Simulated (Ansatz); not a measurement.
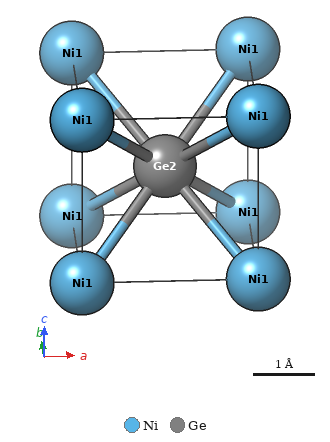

**Figure 1.** The input geometry (ball-and-stick view of the cell of the calculation, seen at an oblique angle; atoms are numbered from 1 in the order of the input). An atom can appear more than once, as a periodic image. Near neighbours in the periodic cell (some may lie outside the picture): Ni has 8 Ge at 2.54 Å; Ge has 8 Ni at 2.54 Å.

**Single-point calculation of NiGe**

NiGe (2 atoms in the cell), computed with DFT r2SCAN, scalar-relativistic, plane waves, PAW, spin-polarised (Ansatz 0.2.0).

The structure was built on a prototype by a generator; it need not be a known phase. It belongs to a series of runs on one base structure; here: large parallel starting moments. Figures and captions count atoms from 1; the log counts them from 0 in places.

## The program's output
```
Engine: ansatz 0.2.0, x86_64-unknown-linux-gnu
Pseudopotentials: kind: paw
Pseudopotential: Ni, paw, valence charge 18, recommended cutoff 500 eV (meta_gga), Ni.paw.azcp
Pseudopotential: Ge, paw, valence charge 14, recommended cutoff 500 eV (meta_gga), Ge.paw.azcp
Functional definition: r2SCAN
  parameter k0 = 0.174
  parameter k1 = 0.065
  parameter a1 = 4.9479
  exchange = r2scan_x(k0 = k0, k1 = k1, a1 = a1)
  correlation = r2scan_c
Crystal: 2 atoms, lattice volume = 25.297 Å³
Basis set: ecut = 500 eV, 619 PW (Γ), exchange–correlation on 96×96×96 points (64 copies of the dense FFT grid, shifted against one another)
Bands: 22, of which v1, the nominal top of the filled ones, is band 16 counted from 1 (15 counted from 0)
Symmetry: 16 space group operations
Space group: P4/mmm (ITA 123), of the structure as read, at distance tolerance 2.9e-5 Å
Magnetic group: BNS 123.339 (UNI 999), of the structure as read, at distance tolerance 2.9e-5 Å
k-points: 315 of 3072
Non-local potential: Ni, projectors of the file, l = 0: 3, l = 1: 2, l = 2: 3, l = 3: 1
Non-local potential: Ge, projectors of the file, l = 0: 2, l = 1: 2, l = 2: 3, l = 3: 1
PAW form: soft (Blöchl's): semilocal exchange-correlation on the pseudo side does not see the compensation charge
PAW frozen core: Ni, regenerated for the run's functional (the file was generated under x = pbe(κ = 0.804, μ = 0.2195149727645171), c = pbe(β = 0.06672455060314922))
PAW frozen core: Ge, regenerated for the run's functional (the file was generated under x = pbe(κ = 0.804, μ = 0.2195149727645171), c = pbe(β = 0.06672455060314922))
PAW one-centre angular grid: Ni, 590 points (default); XC on 160 Gauss nodes
PAW one-centre angular grid: Ge, 590 points (default); XC on 160 Gauss nodes
Initial density: superposition of atomic densities (chi_scale 0.1, normalization cell)
Starting moments: Σ|m| = 2.5 μB on 1 of 2 sites
Initial wavefunctions: pseudopotential atomic-orbital guess
Functional: x = r2scan, c = r2scan; τ floored in thin density (d = 2e-4 eV/Å³)
SCF iter   1: F=-10144.294108 eV  HF=-10147.538411 eV  |F-HF|=3.24e0  |Δ(HF+E_count)|=         —  Δρ=2.43e-1 (↑8.87e-2 ↓2.43e-1)  dr2=5.27e0  dr2_τ=6.93e-2  dr2_m=6.20e0  M=0.489 μB ∫|m|=0.663 μB  β_m=0.30  ethr=3.10e-3  ⟨swp⟩=4.7  Hψ=55551  notcnv=0
preconditioner: auto → none  [metal: Δε(μ)=0.009 eV  Ē_g=20.999 eV  σ=0.100 eV  W_gap=0.05  n_scr=6 (ndim 8)  ℏωp=36.2 eV  f_vac=0.000  D(μ)=0.68/eV (n_scr^D=6)  sad-step TF]
SCF iter   2: F=-10147.821419 eV  HF=-10147.541261 eV  |F-HF|=2.80e-1  |Δ(HF+E_count)|=   2.85e-3  Δρ=1.11e-1 (↑1.04e-1 ↓1.11e-1)  dr2=2.61e-1  dr2_τ=1.08e-2  dr2_m=2.63e0  M=0.578 μB ∫|m|=0.736 μB  β_m=0.30  ethr=3.10e-3  ⟨swp⟩=3.1  Hψ=31220  notcnv=0  defer=864  κ⁻¹=1.0e0(r=1)
SCF iter   3: F=-10147.878233 eV  HF=-10147.730144 eV  |F-HF|=1.48e-1  |Δ(HF+E_count)|=   1.89e-1  Δρ=9.74e-2 (↑7.69e-2 ↓9.74e-2)  dr2=2.19e-1  dr2_τ=7.59e-3  dr2_m=1.74e0  M=0.463 μB ∫|m|=0.630 μB  β_m=0.30  ethr=8.17e-4  ⟨swp⟩=2.3  Hψ=24492  notcnv=0  defer=862  κ⁻¹=7.8e-3(r=2)
SCF iter   4: F=-10147.962042 eV  HF=-10147.831020 eV  |F-HF|=1.31e-1  |Δ(HF+E_count)|=   1.01e-1  Δρ=7.28e-2 (↑7.28e-2 ↓5.56e-2)  dr2=5.00e-2  dr2_τ=4.11e-3  dr2_m=9.54e-1  M=0.435 μB ∫|m|=0.604 μB  β_m=0.30  ethr=6.84e-4  ⟨swp⟩=2.4  Hψ=22186  notcnv=0  defer=861  κ⁻¹=1.7e-4(r=3)
SCF iter   5: F=-10148.023750 eV  HF=-10147.928497 eV  |F-HF|=9.53e-2  |Δ(HF+E_count)|=   9.75e-2  Δρ=5.98e-2 (↑5.12e-2 ↓5.98e-2)  dr2=1.70e-2  dr2_τ=3.25e-3  dr2_m=7.13e-1  M=0.345 μB ∫|m|=0.506 μB  β_m=0.30  ethr=1.56e-4  ⟨swp⟩=2.1  Hψ=26904  notcnv=0  defer=856  κ⁻¹=3.2e-5(r=4)
SCF iter   6: F=-10148.054654 eV  HF=-10147.988750 eV  |F-HF|=6.59e-2  |Δ(HF+E_count)|=   6.03e-2  Δρ=4.75e-2 (↑4.75e-2 ↓4.17e-2)  dr2=6.64e-3  dr2_τ=1.89e-3  dr2_m=4.61e-1  M=0.299 μB ∫|m|=0.453 μB  β_m=0.49  ethr=5.32e-5  ⟨swp⟩=1.6  Hψ=19116  notcnv=0  defer=856
Mixer restart at iter 6: flushing history
spin-set hold released at iteration 6 (site moments contracting): the magnetisation degrees of freedom join the quasi-Newton model from the next iteration; the mixer history was flushed
SCF iter   7: F=-10148.067656 eV  HF=-10148.024437 eV  |F-HF|=4.32e-2  |Δ(HF+E_count)|=   3.57e-2  Δρ=3.34e-2 (↑2.69e-2 ↓3.34e-2)  dr2=8.23e-3  dr2_τ=9.65e-4  dr2_m=2.11e-1  M=0.235 μB ∫|m|=0.388 μB  β_m=0.71  ethr=2.08e-5  ⟨swp⟩=2.0  Hψ=24339  notcnv=0  defer=850  κ⁻¹=1.0e0(r=1)
SCF iter   8: F=-10147.978882 eV  HF=-10148.028921 eV  |F-HF|=5.00e-2  |Δ(HF+E_count)|=   4.48e-3  Δρ=2.07e-2 (↑2.07e-2 ↓7.70e-3)  dr2=1.39e-1  dr2_τ=1.57e-4  dr2_m=1.01e-2  M=0.156 μB ∫|m|=0.291 μB  β_m=0.69  ethr=2.08e-5  ⟨swp⟩=2.1  Hψ=30360  notcnv=0  defer=849  κ⁻¹=2.3e-1(r=2)
SCF iter   9: F=-10148.104621 eV  HF=-10148.034454 eV  |F-HF|=7.02e-2  |Δ(HF+E_count)|=   5.53e-3  Δρ=2.90e-3 (↑2.90e-3 ↓2.33e-3)  dr2=6.57e-5  dr2_τ=3.15e-6  dr2_m=1.54e-3  M=0.112 μB ∫|m|=0.225 μB  β_m=0.63  ethr=2.08e-5  ⟨swp⟩=2.0  Hψ=32258  notcnv=0  defer=860  κ⁻¹=2.2e-4(r=3)
SCF iter  10: F=-10148.110974 eV  HF=-10148.078455 eV  |F-HF|=3.25e-2  |Δ(HF+E_count)|=   4.40e-2  Δρ=2.45e-3 (↑2.28e-3 ↓2.45e-3)  dr2=5.15e-5  dr2_τ=2.91e-6  dr2_m=1.28e-3  M=0.086 μB ∫|m|=0.167 μB  β_m=0.41  ethr=2.05e-7  ⟨swp⟩=3.1  Hψ=31938  notcnv=0  defer=853  κ⁻¹=6.5e-5(r=4)
SCF iter  11: F=-10148.116327 eV  HF=-10148.109902 eV  |F-HF|=6.42e-3  |Δ(HF+E_count)|=   3.14e-2  Δρ=1.24e-3 (↑1.23e-3 ↓1.24e-3)  dr2=1.56e-6  dr2_τ=2.15e-6  dr2_m=3.53e-4  M=0.044 μB ∫|m|=0.084 μB  β_m=0.30  ethr=1.61e-7  ⟨swp⟩=3.0  Hψ=33832  notcnv=0  defer=853  κ⁻¹=1.2e-5(r=5)
SCF iter  12: F=-10148.117667 eV  HF=-10148.116669 eV  |F-HF|=9.98e-4  |Δ(HF+E_count)|=   6.77e-3  Δρ=6.68e-4 (↑4.53e-4 ↓6.68e-4)  dr2=4.56e-6  dr2_τ=6.60e-7  dr2_m=7.20e-5  M=0.017 μB ∫|m|=0.037 μB  β_m=0.63  ethr=4.88e-9  ⟨swp⟩=3.2  Hψ=33685  notcnv=0  defer=853  κ⁻¹=3.9e-6(r=6)
SCF iter  13: F=-10148.117919 eV  HF=-10148.117608 eV  |F-HF|=3.11e-4  |Δ(HF+E_count)|=   9.39e-4  Δρ=2.71e-4 (↑1.30e-4 ↓2.71e-4)  dr2=3.57e-6  dr2_τ=2.00e-7  dr2_m=7.33e-6  M=-0.007 μB ∫|m|=0.010 μB  β_m=0.60  ethr=4.88e-9  ⟨swp⟩=3.1  Hψ=34305  notcnv=0  defer=852  κ⁻¹=2.2e-6(r=7)
SCF iter  14: F=-10148.117959 eV  HF=-10148.117904 eV  |F-HF|=5.43e-5  |Δ(HF+E_count)|=   2.96e-4  Δρ=1.75e-4 (↑1.75e-4 ↓9.15e-5)  dr2=2.55e-6  dr2_τ=4.43e-8  dr2_m=3.72e-6  M=0.002 μB ∫|m|=0.005 μB  β_m=1.20  ethr=4.88e-9  ⟨swp⟩=3.0  Hψ=33715  notcnv=0  defer=850  κ⁻¹=6.3e-7(r=8)
SCF iter  15: F=-10148.117965 eV  HF=-10148.117956 eV  |F-HF|=8.91e-6  |Δ(HF+E_count)|=   5.16e-5  Δρ=5.72e-5 (↑5.72e-5 ↓2.69e-5)  dr2=1.03e-6  dr2_τ=4.77e-9  dr2_m=1.64e-7  M=0.001 μB ∫|m|=0.002 μB  β_m=1.20  ethr=4.88e-9  ⟨swp⟩=2.0  Hψ=23334  notcnv=0  defer=850  κ⁻¹=2.7e-7(r=8)
SCF iter  16: F=-10148.117967 eV  HF=-10148.117965 eV  |F-HF|=1.72e-6  |Δ(HF+E_count)|=   8.99e-6  Δρ=1.79e-5 (↑1.79e-5 ↓1.26e-5)  dr2=1.47e-7  dr2_τ=4.59e-10  dr2_m=6.65e-9  M=0.000 μB ∫|m|=0.001 μB  β_m=1.20  ethr=3.22e-9  ⟨swp⟩=2.0  Hψ=23000  notcnv=0  defer=850  κ⁻¹=4.8e-8(r=8)
SCF iter  17: F=-10148.117967 eV  HF=-10148.117966 eV  |F-HF|=7.23e-7  |Δ(HF+E_count)|=   1.22e-6  Δρ=1.04e-5 (↑2.79e-6 ↓1.04e-5)  dr2=2.90e-8  dr2_τ=9.04e-11  dr2_m=3.80e-9  M=0.000 μB ∫|m|=0.001 μB  β_m=1.20  ethr=3.13e-10  ⟨swp⟩=9.2  Hψ=65588  notcnv=0  κ⁻¹=2.7e-6(r=8)
SCF iter  18: F=-10148.117967 eV  HF=-10148.117967 eV  |F-HF|=2.13e-7  |Δ(HF+E_count)|=   6.39e-7  Δρ=6.69e-6 (↑5.96e-6 ↓6.69e-6)  dr2=2.55e-10  dr2_τ=2.76e-11  dr2_m=9.18e-9  M=0.000 μB ∫|m|=0.001 μB  β_m=1.20  ethr=9.07e-11  ⟨swp⟩=4.9  Hψ=55935  notcnv=0  κ⁻¹=2.7e-7(r=8)
iter 19 did not close the SCF: its close was put off for a magnetic moment that had not settled (scf_convergence_deferred on its scf_iter line)
SCF iter  19: F=-10148.117967 eV  HF=-10148.117967 eV  |F-HF|=1.18e-8  |Δ(HF+E_count)|=   2.70e-7  Δρ=4.73e-6 (↑4.73e-6 ↓2.73e-6)  dr2=1.04e-9  dr2_τ=1.61e-11  dr2_m=3.17e-9  M=0.000 μB ∫|m|=0.000 μB  β_m=1.20  ethr=1.00e-12  ⟨swp⟩=4.8  Hψ=53972  notcnv=0  κ⁻¹=4.4e-7(r=8)
iter 20 did not close the SCF: its close was put off for a magnetic moment that had not settled (scf_convergence_deferred on its scf_iter line)
SCF iter  20: F=-10148.117967 eV  HF=-10148.117967 eV  |F-HF|=4.67e-9  |Δ(HF+E_count)|=   1.25e-8  Δρ=9.56e-7 (↑9.56e-7 ↓6.82e-7)  dr2=2.21e-11  dr2_τ=5.69e-13  dr2_m=1.52e-10  M=0.000 μB ∫|m|=0.000 μB  β_m=1.20  ethr=1.00e-12  ⟨swp⟩=1.2  Hψ=39896  notcnv=0  κ⁻¹=1.8e-7(r=8)
SCF iter  21: F=-10148.117967 eV  HF=-10148.117967 eV  |F-HF|=4.77e-10  |Δ(HF+E_count)|=   5.68e-9  Δρ=3.29e-7 (↑4.12e-8 ↓3.29e-7)  dr2=1.51e-11  dr2_τ=2.62e-14  dr2_m=7.25e-12  M=-0.000 μB ∫|m|=0.000 μB  ethr=1.00e-12  ⟨swp⟩=1.5  Hψ=40423  notcnv=0
WARN: the starting moments were not kept: the SCF closed with an absolute magnetisation of 1.3e-5 μB, where they sum to 2.5 μB in size (1 site). That is at most 0.1 of that sum. Measured as dr2_m measures the in/out step, that magnetisation stands 3.3e-10 eV from none, at or under the dr2_threshold of 1.0e-7 eV: it is no larger than a step whose dr2_m would equal this threshold. The system may hold no moment; this SCF shows only that its start led to no more than that. To try another start: raise the starting moments (crystal.atoms[].spin, magnetization.per_species, magnetization.initial_magnetization, or on a non-collinear deck that types none of these the spinor_matrix: blocks that start its atoms; where the total moment is fixed, keep their sum and leave initial_magnetization as it is; typed ones take the place of any that the run laid by itself, positive ones on a crystal's lanthanoids without a Hubbard term where scf.initial_density.shell_occupations: [] is typed) or, if the notice of its spin-set hold's release reads "site moments contracting" or "site moments show no strong build", lengthen the hold (scf.mixing.spin_hold: { on: { confirm: 4 } }; for m-r²SCAN on two components see the key's manual first). Each may lead to a state that holds a moment. A second SCF, from the converged charge density, with the starting moments and any scf.initial_density.shell_occupations laid on it anew, would have followed, and was not run: the deck does not ask for one (magnetization.retry_lost_moments is false, the default). To let it run, set magnetization.retry_lost_moments: true and run the deck again, where that key's refused combinations let it; where memory then withholds it, that run's warning says so.
SCF 1 converged in 21 iterations: F = -10148.117967 eV  dr2 = 1.51e-11
  greatest PAW one-centre occupation: 1.002 electrons in one spin orbital (limit 2), on the Ni atom at site 0 (counted from 0), in its partial waves of l = 1
```

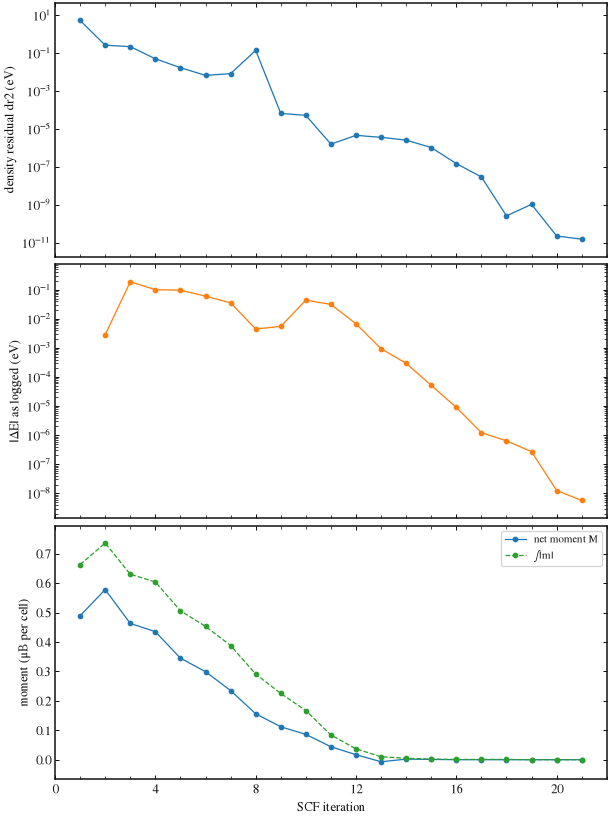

**Figure 2.** Convergence of the self-consistent field: density residual dr2, size of the energy change and magnetic moment against the SCF iteration. The residual falls unevenly and jumps up by a factor of two or more 3 times on the way down. The net moment goes from 0.5 to 0.0 μB per cell, and ∫|m| falls to zero.

```
this state was not tested for a lower state beside it, because the mixer in use, unlike msr1, does not test its closes by its own steps (another_mixer; see scf.mixing.algorithm and scf.lower_state_search)
SCF converged after 21 iterations
Magnetization: -0.0000 μB (16.0000 up, 16.0000 down)
Absolute magnetization: 0.0000 μB (∫|ρ↑−ρ↓|, with the PAW one-centre terms)
Spin contamination: 0.0000 ħ² per cell (⟨S²⟩ above its minimum at these occupations)
Per-site moments (μB) at R_I (Å): [(-9.246443466442814e-6, 1.048686711902055), (-3.579681702676904e-7, 1.048686711902055)]
Free energy (F): -10148.117967 eV
Harris-Foulkes:  -10148.117967 eV  (|F-HF|=4.77e-10)
Internal energy: -10148.113183 eV  (E = F + TS)
E sigma→0 (E₀):  -10148.115575 eV
Entropy (-TS):   -0.004784 eV (-2.392 meV/atom)
Fermi energy:    16.960466 eV
--- Per-component energies (eV) ---
  E_band       = -381.374674
  E_kinetic    = 397.777894
  E_local      = -5562.868834  (includes V_loc(G=0)·N_el)
  E_nonlocal   = 1067.820183
  E_hartree    = 2393.994155
  E_xc         = -148.339454
  E_vxc        = -185.872567  (∫ρ·V_xc dr)
  E_paw        = -3685.233766  (= ΣΔE_a)
  E_vpaw       = -898.871552  (= ΣTr[D̂ρ^β])
  E_aug_tail   = 0.000240  (compensation charges beyond the density's cutoff)
  E_vtau       = 12.651342  (kinetic-family band-sum trace: ∫τ·v_τ [+ j·A + Jᵃ·Aᵃ] dr)
  E_ewald      = -4609.877767
  E_core_change = -1.385834  (= ΣΔE_core)
  E_smearing   = -0.004784  (= −TS)
  E_closure    = -0.000000  (closes the sum)
  Σ components = -10148.117967   (vs F -10148.117967, Δ=0.00e0)
--- Forces (eV/Å), atoms counted from 1 ---
  atom   1  Ni    -0.00000000     0.00000000     0.00000000
  atom   2  Ge    -0.00000000    -0.00000000     0.00000000
  max |Σ_I F_I| component: 2.84e-29 eV/Å
--- Stress (GPa, compression-positive) ---
       -0.003313       0.000000       0.000000
        0.000000      -0.003313       0.000000
        0.000000       0.000000       0.002155
  P = ⅓ Tr σ = -0.0015 GPa (-0.015 kbar)
--- Band table (eV; the first three rows and the last of 630) ---
  k-point 0 ↑: bands = ["-90.1381", "-49.0826", "-49.0826", "-49.0785", "-8.8871", "-8.8856", "-8.7650", "-8.7650", "-8.7648", "2.4225", "13.5582", "13.5620", "15.1838", "15.1891", "15.1891", "19.6100", "19.6100", "19.6605", "25.7160", "25.8130", "25.8373", "39.1863"]
  k-point 1 ↑: bands = ["-90.1380", "-49.0825", "-49.0825", "-49.0798", "-8.8849", "-8.8794", "-8.7676", "-8.7676", "-8.7645", "2.5488", "13.4974", "13.5803", "15.0984", "15.0984", "15.1866", "18.7031", "19.8321", "19.8321", "25.7969", "25.8433", "27.1170", "37.1508"]
  k-point 2 ↑: bands = ["-90.1379", "-49.0834", "-49.0822", "-49.0822", "-8.8831", "-8.8583", "-8.7744", "-8.7744", "-8.7635", "2.9254", "13.1634", "13.6415", "14.8783", "14.8783", "15.1945", "17.1141", "20.4456", "20.4456", "25.9333", "25.9838", "29.8504", "34.6398"]
  k-point 314 ↓: bands = ["-90.1347", "-49.0981", "-49.0981", "-49.0944", "-8.8495", "-8.8495", "-8.8485", "-8.6973", "-8.6971", "11.5800", "11.5857", "11.5857", "12.9924", "15.6228", "15.6305", "19.1847", "19.1847", "19.1870", "19.3675", "19.3845", "19.3845", "23.9681"]
--- Löwdin populations: 2 sites ---
  site symbol       q [e]    m [muB]
     0     Ni     17.4753    -0.0000
     1     Ge     14.3427    -0.0000
  spilling = 0.005688 (of n_electrons = 32.000000)
```

## File populations.tsv
```
# site	symbol	l	j	q_up	q_dn
# orbitals = lowdin
# n_electrons = 32.000000
# spilling = 0.005688
0	Ni	0_3S	-	0.995259	0.995259
0	Ni	0_4S	-	0.249734	0.249734
0	Ni	1_3P	-	2.997692	2.997692
0	Ni	2_3D	-	4.494937	4.494945
1	Ge	0_4S	-	0.751654	0.751655
1	Ge	1_4P	-	1.420832	1.420831
1	Ge	2_3D	-	4.998886	4.998886
```

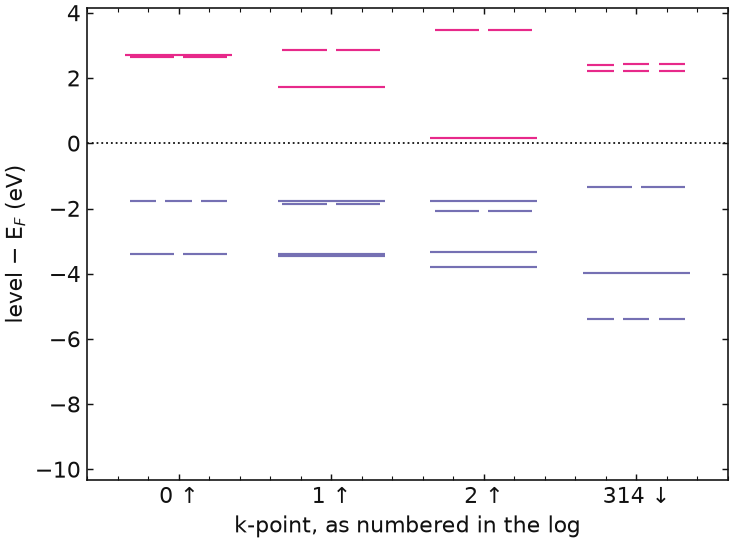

**Figure 3.** Kohn–Sham levels near the Fermi level (dotted) at the few k-points that the log prints; levels within 0.02 eV of each other stand side by side. The system is metallic on the full mesh.

The run was set up as follows.

## Input
```yaml
crystal:
  lattice:
    - [2.9370030949, 0.0, 0.0]
    - [0.0, 2.9370030949, 0.0]
    - [0.0, 0.0, 2.9326761266]
  atoms:
    - { symbol: Ni, position: [0.0, 0.0, 0.0], spin: 2.5 }
    - { symbol: Ge, position: [0.5, 0.5, 0.5] }
basis:
  ecutwfc: 500
kpoints:
  mp_grid: { grid: [16, 16, 12] }
hamiltonian:
  xc: r2scan
scf:
  occupations: { method: gaussian, width: 0.1 }
  lower_state_search: "off"
output:
  forces: true
  stress: true
  eigenvalues: true
  populations: true
magnetization:
  spin_polarized: true
```

Command:
```bash
ansatz run input.yaml --threads 1 --pin off --max-ram 2560MiB --backend cpu --events-out ev --progress --plain --runs-dir out
```

## Key numbers

- outcome: converged
- space group (tolerance 0.01 Å): Pm-3m (221)
- electrons treated: 32
- free energy: −10148.1180 eV
- Fermi energy: 16.960 eV
- gap on the k-point mesh: none (metallic)
- net moment of the cell: 0.00 μB
- integrated absolute moment: 0.00 μB
- pressure: 0.00 GPa
- largest force (length of the vector): under 0.001 eV/Å
- hardware: 1 thread of Intel Xeon @ 2.50GHz (Skylake/Cascade Lake), 189 GiB of memory available, shared host
- wall time: 3.2 min
- peak memory: 0.66 GiB

## Notes

The electronic state found may not be the lowest one. The program warns: some starting moments were not kept; the state was not tested for a lower one.
